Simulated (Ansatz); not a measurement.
# C: what the fields show

Input file:

```
crystal:
  lattice:
    - [2.4808108402, 0.0, 0.0]
    - [0.0, 4.2954515997, 0.0]
    - [0.0, 0.0, 7.07285742]
  atoms:
    - { symbol: C, position: [0.5, 0.4166750136, 0.7499221622] }
    - { symbol: C, position: [0.5, 0.9166750136, 0.2500778378] }
    - { symbol: C, position: [0.5, 0.5833249864, 0.2500778378] }
    - { symbol: C, position: [0.5, 0.0833249864, 0.7499221622] }
    - { symbol: C, position: [0.0, 0.9166750136, 0.7499221622] }
    - { symbol: C, position: [0.0, 0.4166750136, 0.2500778378] }
    - { symbol: C, position: [0.0, 0.0833249864, 0.2500778378] }
    - { symbol: C, position: [0.0, 0.5833249864, 0.7499221622] }
basis:
  ecutwfc: 500
kpoints:
  mp_grid: { grid: [14, 8, 6] }
hamiltonian:
  xc: r2scan
scf:
  occupations: { method: gaussian, width: 0.1 }
output:
  forces: true
  stress: true
  eigenvalues: true
  write_density: true
  write_potential: true
  elf: true
  volumetric_format: npy
relax:
  adjacent_minimum: "off"
  f_tol: 0.008
  max_steps: 40
  cell: { stress_tol: 0.015, fix: [a, b, gamma] }
```

Run with:

```sh
ansatz run input.yaml --threads 1 --pin off --max-ram 2560MiB --backend cpu --events-out ev --progress --plain --runs-dir out
```

Below, planes, directions and counts refer to the conventional cell (a = 2.48 Å, b = 4.30 Å, c = 7.15 Å, α = 90.00°, β = 90.00°, γ = 90.00°).

The fields are those of the run's last geometry, not of the input's.

Space group Fmmm; a structure from a database of computed crystals, not necessarily the ambient phase; changed on purpose from its base cell (biaxial strain in the a-b plane, c and atoms relaxed: +1.0 %); computed pressure about −8 GPa in this cell.

Level of theory: Ansatz 0.2.0, DFT r2SCAN, scalar-relativistic, plane waves, PAW.

Core electrons are frozen (PAW), and the valence fields are smoothed inside the atomic spheres.

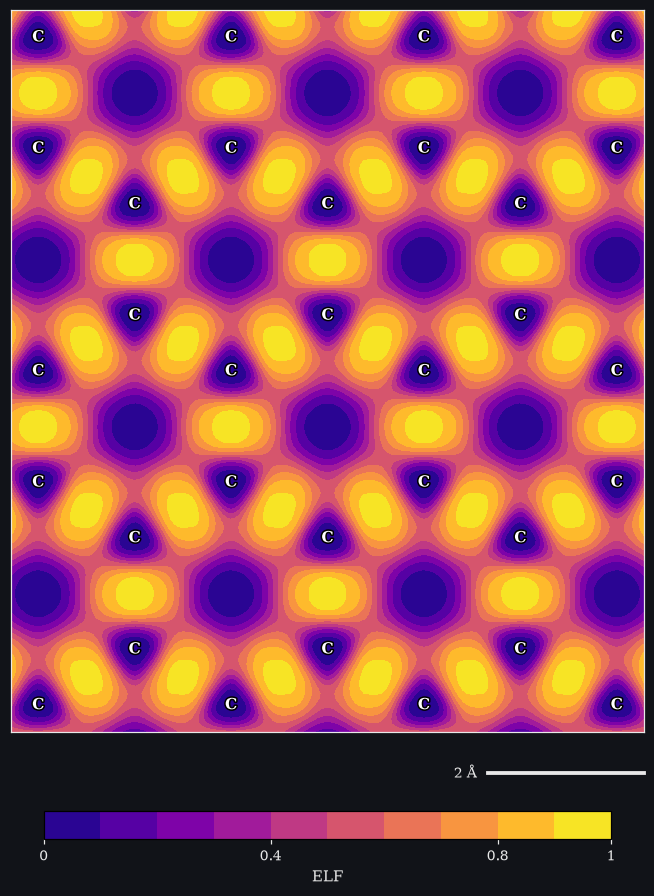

Figure 1. Electron localisation function on the (001) plane of the conventional cell.

Describe what can be read from this map.

Answer. The section cuts through C sites.
C–C (1.43 Å): the ELF peaks at about 0.95 between the atoms.

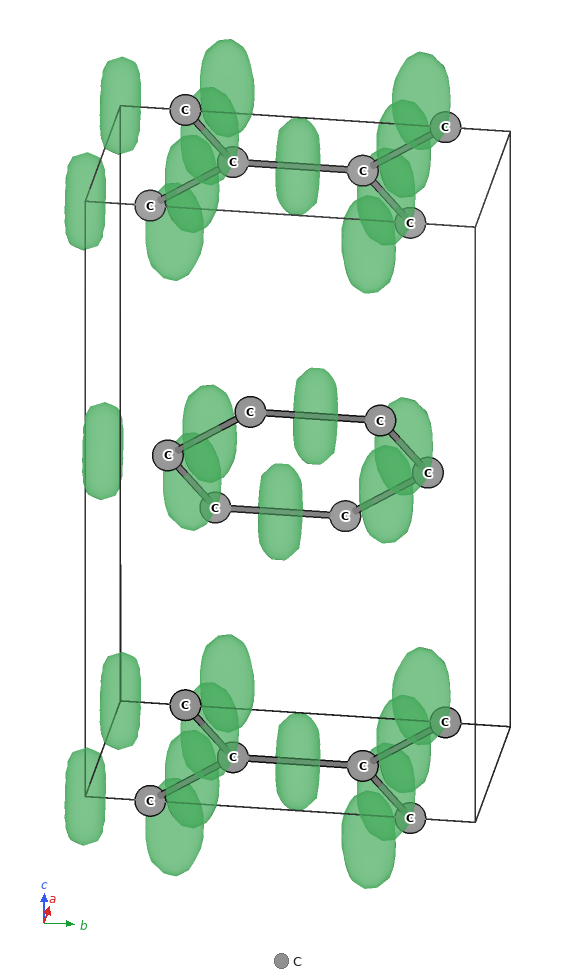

Figure 2. Isosurface of the electron localisation function at 0.85 (green), seen at an oblique angle. Only the valence region is drawn (cores and ρ < 0.01 e/Å³ removed). Sticks mark near contacts.

Where are the electrons localised?

Answer. The surface consists of twelve regions between bonded C–C atoms, counted in one cell of 8 atoms. Regions shared between cells count once.

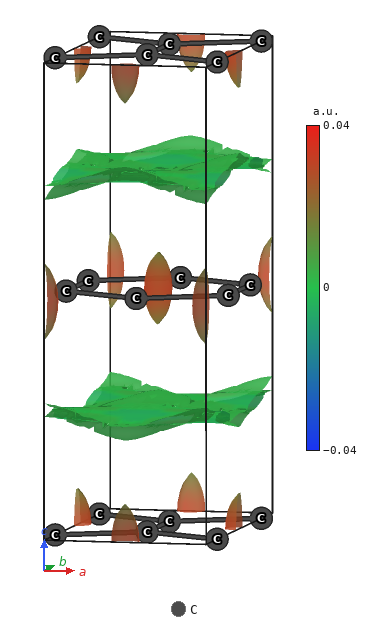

Figure 3. Non-covalent interaction (NCI) plot: the surface where the reduced density gradient is 0.5, for densities under 0.05 a.u., coloured by sign(λ₂)ρ; seen slightly off an axis.

Which non-covalent interactions does the plot reveal?

Answer.
- Sheets between layers or molecules: a weak contact (green) (×2)
- Inside the ring or cage of C: steric crowding (red) (×4)

Does the calculation give a band gap?

Answer. It is gapless in this calculation (a metal or semimetal).
